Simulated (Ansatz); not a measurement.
**A series of single points on TaN**

System: TaN (2 atoms in the cell).
Method: DFT PBEsol, scalar-relativistic, plane waves, PAW, no spin polarisation (Ansatz 0.2.0).

The 6 runs differ only in the geometry, by a strain of the cell at fixed fractional positions. Against run 3, the strain is εxx = −0.88 η and εyy = η. The structure derives from an entry of the Crystallography Open Database.

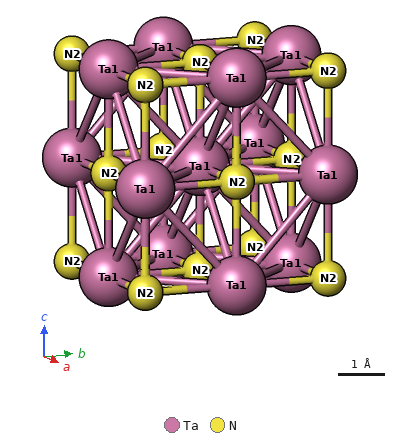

Figure 1. The structure of run 3 (ball-and-stick view of the cell 4 times as large as that of the calculation, set on its symmetry axes, seen slightly off an axis; atoms are numbered from 1 in the order of the input). An atom can appear more than once, as a periodic image.

## Input of run 3
```yaml
crystal:
  lattice:
    - [0.0, 2.0428125, 2.179]
    - [2.3151875, 0.0, 2.179]
    - [2.3151875, 2.0428125, 0.0]
  atoms:
    - { symbol: Ta, position: [0.5, 0.5, 0.5] }
    - { symbol: "N", position: [0.0, 0.0, 0.0] }
basis:
  ecutwfc: 420
kpoints:
  mp_grid: { grid: [18, 18, 18] }
hamiltonian:
  xc: pbesol
scf:
  occupations: { method: gaussian, width: 0.15 }
output:
  forces: true
  stress: true
  eigenvalues: true
```

Command:
```bash
ansatz run input.yaml --threads 1 --pin off --max-ram 2560MiB --backend cpu --events-out ev --progress --plain --runs-dir out
```

Run 4 differs from it as follows:
```diff
-    - [0.0, 2.0428125, 2.179]
-    - [2.3151875, 0.0, 2.179]
-    - [2.3151875, 2.0428125, 0.0]
+    - [0.0, 2.0972875, 2.179]
+    - [2.2607125, 0.0, 2.179]
+    - [2.2607125, 2.0972875, 0.0]
```

## Results, with one run withheld

```csv
run,strain parameter η (%),"free energy per atom, from the lowest run given (meV)",pressure (GPa)
1,−2.6667,295.45,28.87
2,−1.3333,208.06,22.37
3,0.0000,136.29,16.93
4,2.6667,?,?
5,4.0000,0.00,6.40
6,17.3333,399.30,36.40
```

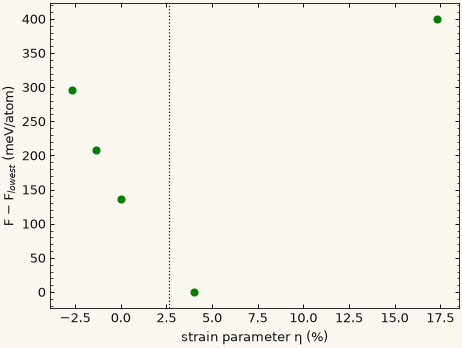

Figure 2. Free energy per atom of the runs given; the dotted line marks run 4.

Fit the runs given and predict run 4.

A cubic polynomial in the coordinate, fitted to the 5 runs given, misses them by at most 0.55 meV per atom. With x = η − 3.4667, it reads F = 11.113 − 22.76 x + 3.7864 x² − 0.0091013 x³ (meV per atom). At run 4 it gives 31.75 meV per atom, and the run itself gives 33.44. The fit has its minimum at η = 6.5055 %. The miss comes from the order of the polynomial or from scatter in that run; these data can't tell which.

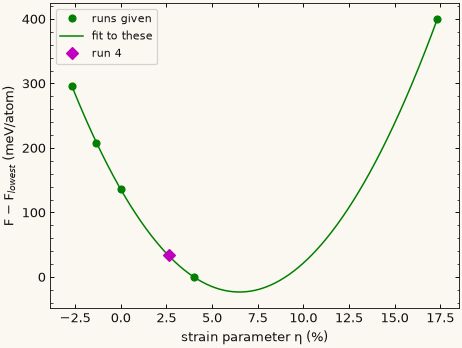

Figure 3. The fit and the withheld run.

## Output, shortened to warnings, some set-up lines, iterations and results (run 4)
```
Basis set: ecut = 420 eV, 391 PW (Γ), exchange–correlation on 48×48×48 points (8 copies of the dense FFT grid, shifted against one another)
Symmetry: 8 space group operations
k-points: 865 of 5832
Initial density: superposition of atomic densities (neutral atoms: chi_scale 0, normalization atom), corrected by the library's trained network
[...]
SCF iter   1: F=—  HF=-10186.950872 eV  |F-HF|=—  |Δ(HF+E_count)|=         —  Δρ=1.48e-2  dr2=4.44e-2  ethr=1.77e-3  ⟨swp⟩=5.2  Hψ=131113  notcnv=0  defer=305
SCF iter   2: F=—  HF=-10186.944617 eV  |F-HF|=—  |Δ(HF+E_count)|=   6.25e-3  Δρ=9.63e-3  dr2=2.07e-2  ethr=2.47e-4  ⟨swp⟩=1.0  Hψ=21625  notcnv=0  defer=305
SCF iter   3: F=—  HF=-10186.939527 eV  |F-HF|=—  |Δ(HF+E_count)|=   5.09e-3  Δρ=9.31e-4  dr2=1.16e-4  ethr=1.15e-4  ⟨swp⟩=2.1  Hψ=15452  notcnv=0  defer=305
SCF iter   4: F=—  HF=-10186.939463 eV  |F-HF|=—  |Δ(HF+E_count)|=   6.37e-5  Δρ=1.28e-4  dr2=3.86e-6  ethr=6.45e-7  ⟨swp⟩=2.5  Hψ=20438  notcnv=0  defer=305
SCF iter   5: F=—  HF=-10186.939461 eV  |F-HF|=—  |Δ(HF+E_count)|=   1.95e-6  Δρ=1.56e-5  dr2=1.50e-8  ethr=2.15e-8  ⟨swp⟩=2.2  Hψ=18984  notcnv=0  defer=305
SCF iter   6: F=-10186.939461 eV  HF=-10186.939461 eV  |F-HF|=2.18e-10  |Δ(HF+E_count)|=   5.28e-9  Δρ=2.20e-6  dr2=1.85e-10  ethr=8.32e-11  ⟨swp⟩=5.8  Hψ=62491  notcnv=0
SCF 1 converged in 6 iterations: F = -10186.939461 eV  dr2 = 1.85e-10
SCF converged after 6 iterations
Free energy (F): -10186.939461 eV
Harris-Foulkes:  -10186.939461 eV  (|F-HF|=2.18e-10)
Internal energy: -10186.929857 eV  (E = F + TS)
E sigma→0 (E₀):  -10186.934659 eV
Entropy (-TS):   -0.009604 eV (-4.802 meV/atom)
Fermi energy:    22.186380 eV
--- Per-component energies (eV) ---
  E_band       = -35.573659
  E_kinetic    = 503.252616
  E_local      = -569.273130  (includes V_loc(G=0)·N_el)
  E_nonlocal   = 63.386378
  E_hartree    = 192.760644
  E_xc         = -278.876364
  E_vxc        = -282.960723  (∫ρ·V_xc dr)
  E_paw        = -8395.879409  (= ΣΔE_a)
  E_vpaw       = -135.500340  (= ΣTr[D̂ρ^β])
  E_aug_tail   = 0.000245  (compensation charges beyond the density's cutoff)
  E_ewald      = -1702.542584
  E_core_change = 0.241745  (= ΣΔE_core)
  E_smearing   = -0.009604  (= −TS)
  E_closure    = -0.000000  (closes the sum)
  Σ components = -10186.939461   (vs F -10186.939461, Δ=0.00e0)
--- Forces (eV/Å), atoms counted from 1 ---
  atom   1  Ta     0.00000000    -0.00000000     0.00000000
  atom   2  N      0.00000000    -0.00000000    -0.00000000
  max |Σ_I F_I| component: 4.02e-29 eV/Å
--- Stress (GPa, compression-positive) ---
      -12.769292       0.000000      -0.000000
        0.000000      35.387496      -0.000000
       -0.000000      -0.000000       4.112344
  P = ⅓ Tr σ = 8.9102 GPa (89.102 kbar)
```

Notes: Spin–orbit coupling is left out, which matters for Ta.
